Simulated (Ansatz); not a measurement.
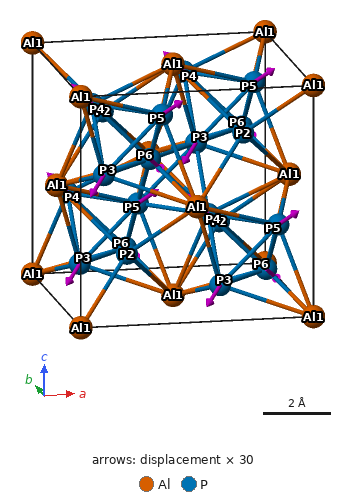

A relaxation of solid AlP$_{5}$ (a generated structure, set up in F-43m). The starting structure is drawn; purple arrows show the displacements (the part carried along by the change of the cell is left out), 30 times their true length.

The picture is a ball-and-stick view of the conventional cell (4 times the calculation's cell), seen slightly off an axis. Lengths and directions refer to the drawn axes.

Computed with Ansatz, DFT PBE, scalar-relativistic, plane waves, PAW. Settings: plane-wave cutoff 420 eV; k-point mesh 10 × 10 × 10; occupations gaussian; smearing width 0.1 eV; no spin polarisation; cell and atoms relaxed; force threshold 0.01 eV/Å; at most 80 steps.

> Atoms of which element are displaced furthest, and by how much?

Phosphorus: up to 0.031 Å, against 0.000 Å for aluminium.

> What happened in the run?

The largest moves relative to the cell, 0.031 Å, are those of P3, P4, P5 and P6. P5 goes along [1 −1 1]. Al stays in place. Cell: a = b = c 7.134 → 7.168 Å (+0.5 %). Volume +1.4 %. Some distances before and after: P3–P4 2.522 → 2.585 Å, P3–P4 (another image) 2.522 → 2.484 Å, Al1–P3 2.958 → 2.977 Å, Al1–P2 3.089 → 3.104 Å. The space group stays F-43m (No. 216). After 4 accepted moves (5 points after the start) the energy has fallen by 8.9 meV per cell of the calculation. Largest force component: 0.053 eV/Å at the start, under 0.0001 eV/Å at the end. Pressure: 1.05 GPa at the start and 0.01 GPa at the end. At 1 point the geometry stayed and the basis and grid were re-selected for the new cell (energy shift of 0.3 meV per cell of the calculation at most each time).
